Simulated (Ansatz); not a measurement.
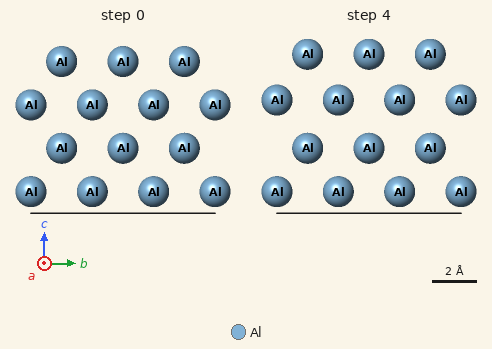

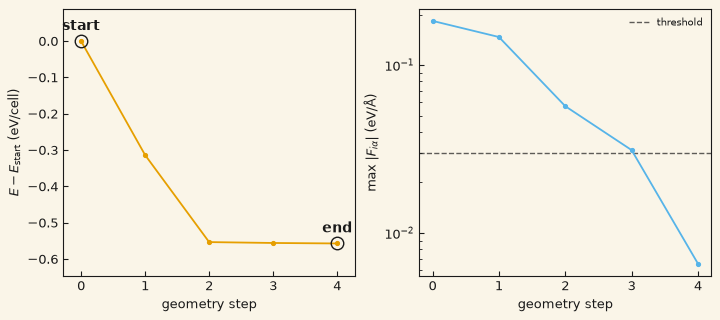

First and last geometry of a constrained relaxation of a slab of composition Al (cut from the Fm-3m phase), with the history of the run. Style: spheres-only. Shown: the cell of the calculation, outlined in the plane, without the vacuum (origin shifted), along the a axis.

Case: clean slab, lower planes held. The slab is the (1 0 0) face of Al. 18 atoms are held fixed.

Method: Ansatz, DFT PBE+D3(BJ), scalar-relativistic, plane waves, PAW. (plane-wave cutoff 420 eV; k-point mesh 3 × 3 × 1; occupations gaussian; smearing width 0.1 eV; no spin polarisation; dipole correction; atoms relaxed in a fixed cell; force threshold 0.03 eV/Å; at most 70 steps)

Question: Read the history and describe the run.

Answer: It converged. The largest moves, 0.33 Å, are those of Al atoms. The cell doesn't change. Some distances before and after: Al–Al 2.816 → 2.978 Å, Al–Al 2.816 → 2.895 Å. The energy falls by 0.557 eV per cell of the calculation in 4 geometry steps. Largest force component: 0.18 eV/Å at the start, 0.0066 eV/Å at the end. Cost: 46 s on 4 threads of Intel(R) Xeon(R) Platinum 8488C (Sapphire Rapids) (shared host), peak memory 2.2 GiB.
